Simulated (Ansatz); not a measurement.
Run report: TiS2, geometry relaxation

System: TiS2 (P-3m1, 3 atoms in the cell).
Method: DFT r2SCAN + rVV10, scalar-relativistic, plane waves, PAW, no spin polarisation (Ansatz 0.2.0).

It belongs to a series of runs on one base structure; here: volume 19.277 Å³/atom.

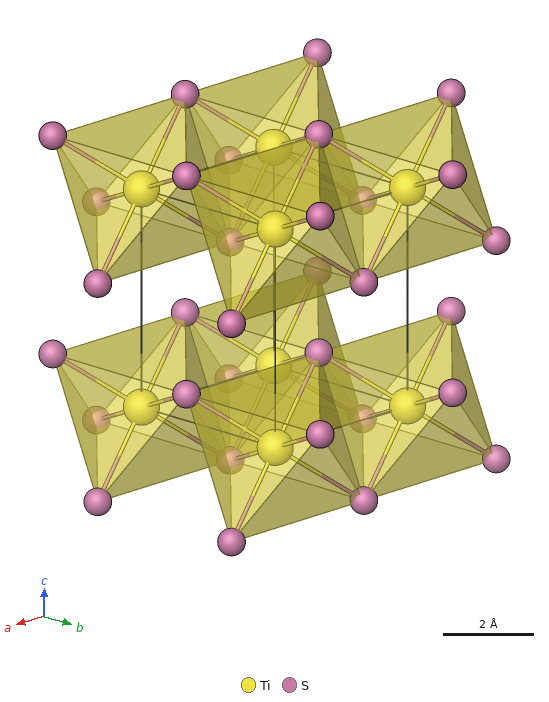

Fig. 1: The input geometry (polyhedral view of the cell of the calculation, seen at an oblique angle; polyhedra are completed across the faces of the cell). An atom can appear more than once, as a periodic image.

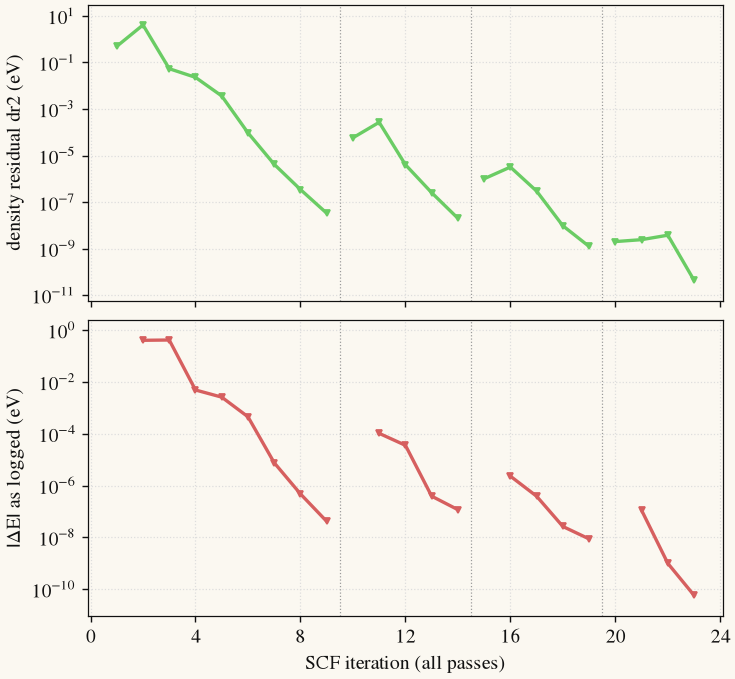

Fig. 2: Convergence of the self-consistent field: density residual dr2 and size of the energy change against the SCF iteration. The dotted lines part the SCF passes of the relaxation: geometry steps, rejected trials and re-solves on a re-selected basis. The passes take 9, 5, 5 and 4 iterations.

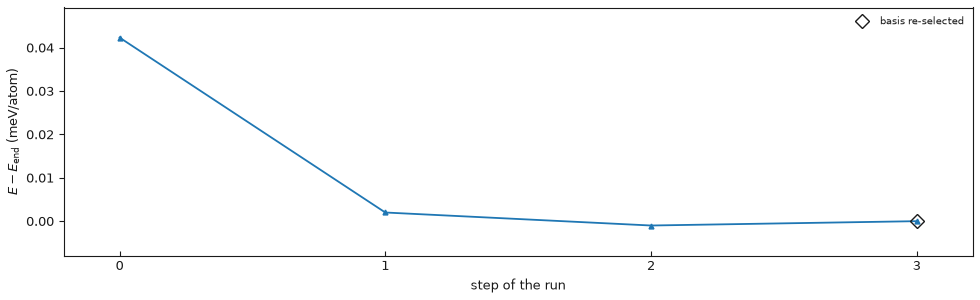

Fig. 3: Progress of the relaxation, step by step (the first geometry is step 0 here and step 1 in the log). The energy falls by next to nothing (0.0 meV per atom) in 2 geometry steps. The largest force component goes from 0.037 to 0.00049 eV/Å. The pressure goes from −0.19 to 0.03 GPa. No atom moves by more than 0.005 Å relative to the cell. The space group stays P-3m1 (No. 164). A last SCF at the same geometry on a re-selected plane-wave basis shifts the energy by +0.0 meV per atom.

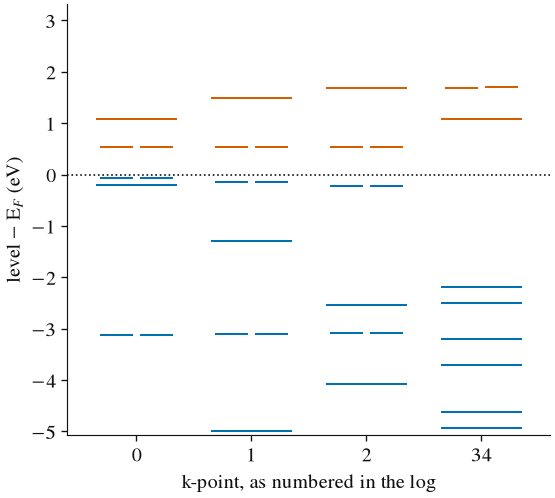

Fig. 4: Kohn–Sham levels near the Fermi level (dotted) at the few k-points that the log prints; levels within 0.02 eV of each other stand side by side. Among these points the highest filled and lowest empty levels are 0.59 eV apart; the gap on the full mesh, 0.13 eV, has an edge at a point that isn't printed.

The input that produced these results follows, with the program's output.

### Input
```yaml
crystal:
  lattice:
    - [3.4144731189, 0.0, 0.0]
    - [-1.7072365595, 2.9570204615, 0.0]
    - [0.0, 0.0, 5.7277667024]
  atoms:
    - { symbol: Ti, position: [0.0, 0.0, 0.0] }
    - { symbol: S, position: [0.3333333333, 0.6666666667, 0.2454908133] }
    - { symbol: S, position: [0.6666666667, 0.3333333333, 0.7545091867] }
basis:
  ecutwfc: 500
  ecutrho_ratio: 4
kpoints:
  mp_grid: { grid: [8, 8, 4] }
hamiltonian:
  xc: r2scan
  dispersion: rvv10
scf:
  occupations: { method: gaussian, width: 0.05 }
output:
  forces: true
  stress: true
  eigenvalues: true
relax:
  f_tol: 0.01
  max_steps: 40
  cell: { stress_tol: 0.1, fix: [volume] }
```

Launch command:
```bash
ansatz run input.yaml --threads 4 --pin off --max-ram 8192MiB --backend cpu --events-out ev --progress --plain --runs-dir out
```

### Output
```
Engine: ansatz 0.2.0, aarch64-unknown-linux-gnu
Pseudopotentials: kind: paw
Pseudopotential: Ti, paw, valence charge 12, recommended cutoff 500 eV (meta_gga), Ti.paw.azcp
Pseudopotential: S, paw, valence charge 6, recommended cutoff 500 eV (meta_gga), S.paw.azcp
Functional definition: r2SCAN+rVV10
  parameter k0 = 0.174
  parameter k1 = 0.065
  parameter a1 = 4.9479
  exchange = r2scan_x(k0 = k0, k1 = k1, a1 = a1)
  correlation = r2scan_c + rvv10(11.95, 0.0093)
Crystal: 3 atoms, lattice volume = 57.831 Å³
Basis set: ecut = 500 eV, 1497 PW (Γ), exchange–correlation on 100×100×180 points (64 copies of the dense FFT grid, shifted against one another)
Bands: 16, of which v1, the nominal top of the filled ones, is band 12 counted from 1 (11 counted from 0)
Symmetry: 12 space group operations
Space group: P-3m1 (ITA 164), of the structure as read, at distance tolerance 3.9e-5 Å
k-points: 35 of 256
Non-local potential: Ti, projectors of the file, l = 0: 3, l = 1: 2, l = 2: 3, l = 3: 1
Non-local potential: S, projectors of the file, l = 0: 2, l = 1: 2, l = 2: 2
PAW form: soft (Blöchl's): semilocal exchange-correlation on the pseudo side does not see the compensation charge
rVV10 density: all electrons in the spheres
PAW frozen core: Ti, regenerated for the run's functional (the file was generated under x = pbe(κ = 0.804, μ = 0.2195149727645171), c = pbe(β = 0.06672455060314922))
PAW frozen core: S, regenerated for the run's functional (the file was generated under x = pbe(κ = 0.804, μ = 0.2195149727645171), c = pbe(β = 0.06672455060314922))
PAW one-centre angular grid: Ti, 590 points (default); XC on 160 Gauss nodes
PAW one-centre angular grid: S, 302 points (default); XC on 160 Gauss nodes
Initial density: superposition of atomic densities (neutral atoms: chi_scale 0, normalization atom), corrected by the library's trained network
Initial wavefunctions: pseudopotential atomic-orbital guess
Functional: x = r2scan, c = r2scan + rvv10(b = 11.95, C = 0.0093); τ floored in thin density (d = 2e-4 eV/Å³)
SCF iter   1: F=—  HF=-4318.693094 eV  |F-HF|=—  |Δ(HF+E_count)|=         —  Δρ=2.18e-2  dr2=4.94e-1  dr2_τ=4.37e-2  ethr=1.77e-3  ⟨swp⟩=5.1  Hψ=3092  notcnv=0
preconditioner: auto → none  [insulator: Δε(μ)=0.407 eV  Ē_g=7.761 eV  σ=0.050 eV  W_gap=1.00  n_scr=10 (ndim 8)  ℏωp=19.5 eV  f_vac=0.010  D(μ)=0.00/eV (n_scr^D=0)  ε∞_Penn≈7.3]
SCF iter   2: F=—  HF=-4319.098805 eV  |F-HF|=—  |Δ(HF+E_count)|=   4.06e-1  Δρ=5.91e-2  dr2=4.10e0  dr2_τ=1.42e-1  ethr=1.77e-3  ⟨swp⟩=3.0  Hψ=1466  notcnv=0  recentre
SCF iter   3: F=—  HF=-4318.681997 eV  |F-HF|=—  |Δ(HF+E_count)|=   4.17e-1  Δρ=7.87e-3  dr2=5.41e-2  dr2_τ=9.18e-4  ethr=1.77e-3  ⟨swp⟩=4.2  Hψ=1252  notcnv=0
SCF iter   4: F=—  HF=-4318.677084 eV  |F-HF|=—  |Δ(HF+E_count)|=   4.91e-3  Δρ=4.87e-3  dr2=2.30e-2  dr2_τ=8.65e-4  ethr=2.25e-4  ⟨swp⟩=2.7  Hψ=1200  notcnv=0
SCF iter   5: F=—  HF=-4318.674481 eV  |F-HF|=—  |Δ(HF+E_count)|=   2.60e-3  Δρ=1.84e-3  dr2=3.65e-3  dr2_τ=3.98e-5  ethr=9.58e-5  ⟨swp⟩=2.0  Hψ=759  notcnv=0
SCF iter   6: F=—  HF=-4318.674027 eV  |F-HF|=—  |Δ(HF+E_count)|=   4.54e-4  Δρ=3.31e-4  dr2=9.52e-5  dr2_τ=1.42e-6  ethr=1.52e-5  ⟨swp⟩=1.9  Hψ=609  notcnv=0
SCF iter   7: F=—  HF=-4318.674019 eV  |F-HF|=—  |Δ(HF+E_count)|=   7.63e-6  Δρ=7.37e-5  dr2=4.22e-6  dr2_τ=2.68e-7  ethr=3.97e-7  ⟨swp⟩=2.5  Hψ=848  notcnv=0
SCF iter   8: F=—  HF=-4318.674019 eV  |F-HF|=—  |Δ(HF+E_count)|=   4.79e-7  Δρ=1.97e-5  dr2=3.48e-7  dr2_τ=4.24e-9  ethr=1.76e-8  ⟨swp⟩=2.5  Hψ=746  notcnv=0
SCF iter   9: F=-4318.674019 eV  HF=-4318.674019 eV  |F-HF|=2.94e-8  |Δ(HF+E_count)|=   4.17e-8  Δρ=5.67e-6  dr2=3.35e-8  dr2_τ=4.48e-10  ethr=4.17e-10  ⟨swp⟩=4.7  Hψ=2098  notcnv=0
SCF 1 converged in 9 iterations: F = -4318.674019 eV  dr2 = 3.35e-8
  greatest PAW one-centre occupation: 1.000 electrons in one spin orbital (limit 2), on the Ti atom at site 0 (counted from 0), in its partial waves of l = 1
relax step   1: F+E_penalty+E_count = -4318.67401854 eV  Δ(F+E_penalty+E_count) = +0.000e0 eV  max|allowed force component| = 3.735e-2 eV/Å  Δτ_max = 0.0000 Å  P = -0.195 GPa  Ω = 57.831 Å³  fix = [volume]  reactions: volume -0.195 GPa  (9 SCF iters, dr2 threshold 1.00e-7 eV, accepted)
Basis set: ecut = 500 eV, 1473 PW (Γ), exchange–correlation on 100×100×180 points (64 copies of the dense FFT grid, shifted against one another)
rVV10 density: all electrons in the spheres
Initial density: handed on by an earlier stage of this run
Initial wavefunctions: those handed on with the density
iter 1 solved again at ethr=2.37e-7 eV; its pass at ethr=3.10e-3 eV (dr2=5.69e-5 eV) is discarded
SCF iter   1: F=—  HF=-4318.674071 eV  |F-HF|=—  |Δ(HF+E_count)|=         —  Δρ=2.52e-4  dr2=5.82e-5  dr2_τ=1.34e-4  ethr=2.37e-7  ⟨swp⟩=2.0  Hψ=3621  notcnv=0
preconditioner: auto → none  [insulator: Δε(μ)=0.133 eV  Ē_g=7.418 eV  σ=0.050 eV  W_gap=0.94  n_scr=10 (ndim 8)  ℏωp=19.5 eV  f_vac=0.010  D(μ)=0.07/eV (n_scr^D=0)  ε∞_Penn≈7.9]
SCF iter   2: F=—  HF=-4318.674175 eV  |F-HF|=—  |Δ(HF+E_count)|=   1.04e-4  Δρ=4.69e-4  dr2=2.69e-4  dr2_τ=9.19e-6  ethr=2.37e-7  ⟨swp⟩=2.0  Hψ=906  notcnv=0  recentre
SCF iter   3: F=—  HF=-4318.674139 eV  |F-HF|=—  |Δ(HF+E_count)|=   3.60e-5  Δρ=8.97e-5  dr2=4.06e-6  dr2_τ=1.93e-7  ethr=2.37e-7  ⟨swp⟩=2.1  Hψ=779  notcnv=0
SCF iter   4: F=—  HF=-4318.674140 eV  |F-HF|=—  |Δ(HF+E_count)|=   3.92e-7  Δρ=2.38e-5  dr2=2.55e-7  dr2_τ=3.29e-8  ethr=1.69e-8  ⟨swp⟩=2.5  Hψ=837  notcnv=0
SCF iter   5: F=-4318.674140 eV  HF=-4318.674140 eV  |F-HF|=2.25e-9  |Δ(HF+E_count)|=   1.18e-7  Δρ=7.56e-6  dr2=2.02e-8  dr2_τ=1.12e-9  ethr=3.63e-10  ⟨swp⟩=5.1  Hψ=2417  notcnv=0
SCF 2 converged in 5 iterations: F = -4318.674140 eV  dr2 = 2.02e-8
relax step   2: F+E_penalty+E_count = -4318.67413967 eV  Δ(F+E_penalty+E_count) = -1.211e-4 eV  max|allowed force component| = 1.063e-2 eV/Å  Δτ_max = 0.0040 Å  P = +0.069 GPa  Ω = 57.831 Å³  energy of the carried Pulay correction = +9.030e-16 eV  fix = [volume]  reactions: volume +0.069 GPa  (5 SCF iters, dr2 threshold 8.72e-8 eV, accepted)
rVV10 density: all electrons in the spheres
iter 1 solved again at ethr=5.54e-9 eV; its pass at ethr=3.10e-3 eV (dr2=1.33e-6 eV) is discarded
SCF iter   1: F=—  HF=-4318.674147 eV  |F-HF|=—  |Δ(HF+E_count)|=         —  Δρ=3.72e-5  dr2=1.01e-6  dr2_τ=3.50e-6  ethr=5.54e-9  ⟨swp⟩=3.1  Hψ=3727  notcnv=0
preconditioner: auto → none  [insulator: Δε(μ)=0.132 eV  Ē_g=7.419 eV  σ=0.050 eV  W_gap=0.94  n_scr=10 (ndim 8)  ℏωp=19.5 eV  f_vac=0.010  D(μ)=0.08/eV (n_scr^D=0)  ε∞_Penn≈7.9]
SCF iter   2: F=—  HF=-4318.674150 eV  |F-HF|=—  |Δ(HF+E_count)|=   2.32e-6  Δρ=5.05e-5  dr2=3.21e-6  dr2_τ=1.06e-7  ethr=4.19e-9  ⟨swp⟩=2.0  Hψ=905  notcnv=0  recentre
SCF iter   3: F=—  HF=-4318.674149 eV  |F-HF|=—  |Δ(HF+E_count)|=   3.90e-7  Δρ=2.09e-5  dr2=2.98e-7  dr2_τ=1.47e-8  ethr=4.19e-9  ⟨swp⟩=2.0  Hψ=769  notcnv=0
SCF iter   4: F=—  HF=-4318.674149 eV  |F-HF|=—  |Δ(HF+E_count)|=   2.65e-8  Δρ=5.72e-6  dr2=9.63e-9  dr2_τ=1.60e-9  ethr=1.24e-9  ⟨swp⟩=2.6  Hψ=802  notcnv=0
SCF iter   5: F=-4318.674149 eV  HF=-4318.674149 eV  |F-HF|=8.09e-11  |Δ(HF+E_count)|=   8.78e-9  Δρ=2.00e-6  dr2=1.25e-9  dr2_τ=4.63e-11  ethr=2.94e-11  ⟨swp⟩=4.1  Hψ=1819  notcnv=0
SCF 3 converged in 5 iterations: F = -4318.674149 eV  dr2 = 1.25e-9
relax step   3: F+E_penalty+E_count = -4318.67414915 eV  Δ(F+E_penalty+E_count) = -9.480e-6 eV  max|allowed force component| = 5.014e-4 eV/Å  Δτ_max = 0.0006 Å  P = +0.033 GPa  Ω = 57.831 Å³  energy of the carried Pulay correction = +4.752e-18 eV  fix = [volume]  reactions: volume +0.033 GPa  (5 SCF iters, dr2 threshold 7.06e-9 eV, accepted)
rVV10 density: all electrons in the spheres
Initial wavefunctions: pseudopotential atomic-orbital guess (no wavefunctions were taken with the density)
iter 1 solved again at ethr=7.73e-8 eV; its pass at ethr=3.10e-3 eV (dr2=1.86e-5 eV) is discarded
SCF iter   1: F=—  HF=-4318.674146 eV  |F-HF|=—  |Δ(HF+E_count)|=         —  Δρ=3.77e-6  dr2=2.02e-9  dr2_τ=4.47e-9  ethr=7.73e-8  ⟨swp⟩=3.0  Hψ=4447  notcnv=0
eigensolver tolerance schedule: the retry pair's looser diagonalisation over-reported the residual by 9206.50 of it (diagonalisation noise at 0.30 of the residual, at the tolerance the schedule requests for it); recorded, not acted on — ethr = c·dr2/N_el stays at c = 1.0e-1
SCF iter   2: F=—  HF=-4318.674146 eV  |F-HF|=—  |Δ(HF+E_count)|=   1.12e-7  Δρ=2.30e-6  dr2=2.44e-9  dr2_τ=7.65e-10  ethr=8.40e-12  ⟨swp⟩=2.9  Hψ=1115  notcnv=0
SCF iter   3: F=—  HF=-4318.674146 eV  |F-HF|=—  |Δ(HF+E_count)|=   1.00e-9  Δρ=2.09e-6  dr2=3.80e-9  dr2_τ=4.12e-10  ethr=8.40e-12  ⟨swp⟩=2.1  Hψ=790  notcnv=0
SCF iter   4: F=-4318.674146 eV  HF=-4318.674146 eV  |F-HF|=1.07e-10  |Δ(HF+E_count)|=  5.82e-11  Δρ=5.04e-7  dr2=4.37e-11  dr2_τ=5.15e-11  ethr=1.00e-12  ⟨swp⟩=3.7  Hψ=2333  notcnv=0
SCF 4 converged in 4 iterations: F = -4318.674146 eV  dr2 = 4.37e-11
relax step   4: F+E_penalty+E_count = -4318.67414611 eV  Δ(F+E_penalty+E_count) = +3.043e-6 eV  max|allowed force component| = 4.933e-4 eV/Å  Δτ_max = 0.0000 Å  P = +0.033 GPa  Ω = 57.831 Å³  fix = [volume]  reactions: volume +0.033 GPa  stress off target by 6.91e-3 GPa on what of the cell is left free  SCF on the basis re-selected at this cell (its energy is not comparable with the rows above)  (4 SCF iters)
basis re-selected at this cell: Δ(F+E_penalty+E_count) = +3.043e-6 eV, ΔP = -0.000 GPa vs the last step (what re-selecting the basis moved, of the pressure what is left beyond the Pulay correction that the steps carried, after the strain that the cell walked since its last selection, with what the two solves' SCF thresholds leave and, on support functions, any second-order correction that the steps lacked; it is no measure of the basis error at this ecutwfc). This SCF's stress stands 6.91e-3 GPa from its target on what of the cell is left free (relax.cell.stress_tol is 1.00e-1 GPa) and its largest allowed force component is 4.93e-4 eV/Å (relax.f_tol is 1.00e-2 eV/Å): within both
SCF converged after 4 iterations
Free energy (F): -4318.674146 eV
Harris-Foulkes:  -4318.674146 eV  (|F-HF|=1.07e-10)
Internal energy: -4318.674051 eV  (E = F + TS)
E sigma→0 (E₀):  -4318.674099 eV
Entropy (-TS):   -0.000095 eV (-0.032 meV/atom)
Fermi energy:    7.611367 eV
--- Per-component energies (eV) ---
  E_band       = -238.659827
  E_kinetic    = 485.183931
  E_local      = -1600.177640  (includes V_loc(G=0)·N_el)
  E_nonlocal   = 61.314665
  E_hartree    = 653.714371
  E_xc         = -275.677176
  E_vxc        = -322.700575  (∫ρ·V_xc dr)
  E_paw        = -2274.106650  (= ΣΔE_a)
  E_vpaw       = -187.607311  (= ΣTr[D̂ρ^β])
  E_aug_tail   = 0.000152  (compensation charges beyond the density's cutoff)
  E_vtau       = 17.898339  (kinetic-family band-sum trace: ∫τ·v_τ [+ j·A + Jᵃ·Aᵃ] dr)
  E_ewald      = -1368.452714
  E_core_change = -0.472991  (= ΣΔE_core)
  E_smearing   = -0.000095  (= −TS)
  E_closure    = -0.000000  (closes the sum)
  Σ components = -4318.674146   (vs F -4318.674146, Δ=0.00e0)
--- Forces (eV/Å), atoms counted from 1 ---
  atom   1  Ti    -0.00000000     0.00000000     0.00000000
  atom   2  S     -0.00000000    -0.00000000    -0.00049334
  atom   3  S      0.00000000     0.00000000     0.00049334
  max |Σ_I F_I| component: 3.16e-30 eV/Å
--- Stress (GPa, compression-positive) ---
        0.036117      -0.000000      -0.000000
       -0.000000       0.036117      -0.000000
       -0.000000      -0.000000       0.025751
  P = ⅓ Tr σ = 0.0327 GPa (0.327 kbar)
--- Band table (eV; the first three rows and the last of 35) ---
  k-point 0: bands = ["-52.5617", "-27.7277", "-27.6768", "-27.6768", "-6.8720", "-5.1156", "2.0529", "4.4968", "4.4968", "7.4169", "7.5487", "7.5487", "8.1546", "8.1546", "8.6957", "11.2476"]
  k-point 1: bands = ["-52.5617", "-27.7277", "-27.6768", "-27.6768", "-6.7368", "-5.3550", "2.6158", "4.5154", "4.5154", "6.3086", "7.4708", "7.4708", "8.1478", "8.1478", "9.1061", "11.3803"]
  k-point 2: bands = ["-52.5617", "-27.7278", "-27.6768", "-27.6768", "-6.5438", "-5.6455", "3.5362", "4.5345", "4.5345", "5.0773", "7.3963", "7.3963", "8.1398", "8.1398", "9.2931", "11.5146"]
  k-point 34: bands = ["-52.5483", "-27.7850", "-27.7487", "-27.6974", "-5.0017", "-4.8920", "2.6804", "2.9825", "3.9066", "4.4105", "5.1206", "5.4143", "8.6971", "9.2910", "9.3068", "10.9767"]
--- Relaxed structure (3 steps of the walk, 3 accepted, 1 SCFs on fresh bases) ---
  F+E_penalty+E_count = -4318.67414611 eV   max|allowed force component| = 4.933e-4 eV/Å   (the final SCF, on the basis selected at the relaxed cell)
  cell:  # Å, volume = 57.8314 Å³
    - [3.412347940203798, 2.8849583858078087e-11, -1.813865683763114e-33]
    - [-1.706173970126883, 2.9551800027535666, 1.2150596130231384e-34]
    - [-3.0427533339020325e-33, -1.5213766669510162e-33, 5.734903324124076]
  atoms:
    - { symbol: Ti, position: [-8.321964724645275e-35, -1.5830393420220428e-35, 4.118046071574423e-84] }
    - { symbol: S, position: [0.33333333333333326, 0.6666666666666667, 0.24489406332051045] }
    - { symbol: S, position: [0.6666666666666665, 0.33333333333333337, 0.7551059366794897] }
```

### Trajectory as extended XYZ (Å, eV, eV/Å), 4 frames, from step=1 to step=4
```
3
Lattice="3.4145 0.0000 0.0000 -1.7072 2.9570 0.0000 0.0000 0.0000 5.7278" Properties=species:S:1:pos:R:3:forces:R:3 step=1 energy=-4318.67402 pressure_GPa=-0.19
Ti    0.0000    0.0000    0.0000    0.0000   0.0000   0.0000
S     0.0000    1.9713    1.4061    0.0000   0.0000  -0.0373
S     1.7072    0.9857    4.3217    0.0000   0.0000   0.0373
3
Lattice="3.4129 0.0000 0.0000 -1.7065 2.9557 0.0000 0.0000 0.0000 5.7330" Properties=species:S:1:pos:R:3:forces:R:3 step=2 energy=-4318.67414 pressure_GPa=0.07
Ti    0.0000    0.0000    0.0000    0.0000   0.0000   0.0000
S     0.0000    1.9705    1.4034    0.0000   0.0000   0.0106
S     1.7065    0.9852    4.3296    0.0000   0.0000  -0.0106
3
Lattice="3.4123 0.0000 0.0000 -1.7062 2.9552 0.0000 0.0000 0.0000 5.7349" Properties=species:S:1:pos:R:3:forces:R:3 step=3 energy=-4318.67415 pressure_GPa=0.03
Ti    0.0000    0.0000    0.0000    0.0000   0.0000   0.0000
S     0.0000    1.9701    1.4044    0.0000   0.0000  -0.0005
S     1.7062    0.9851    4.3305    0.0000   0.0000   0.0005
3
Lattice="3.4123 0.0000 0.0000 -1.7062 2.9552 0.0000 0.0000 0.0000 5.7349" Properties=species:S:1:pos:R:3:forces:R:3 step=4 energy=-4318.67415 pressure_GPa=0.03
Ti    0.0000    0.0000    0.0000    0.0000   0.0000   0.0000
S     0.0000    1.9701    1.4044    0.0000   0.0000  -0.0005
S     1.7062    0.9851    4.3305    0.0000   0.0000   0.0005
```

### Summary

- outcome: converged
- space group (tolerance 0.01 Å): P-3m1 (164)
- electrons treated: 24
- free energy: −4318.6741 eV
- Fermi energy: 7.611 eV
- gap on the k-point mesh: 0.13 eV
- pressure: 0.03 GPa
- final volume: 57.83 Å³
- largest force (length of the vector) at the end: under 0.001 eV/Å
- final cell: a = 3.412 Å, b = 3.412 Å, c = 5.735 Å, α = 90.00°, β = 90.00°, γ = 120.00°
- hardware: 4 threads of Arm Neoverse V2, 24 GiB of memory available, shared host
- wall time: 9.9 s (CPU time 32 s)
- peak memory: 0.51 GiB
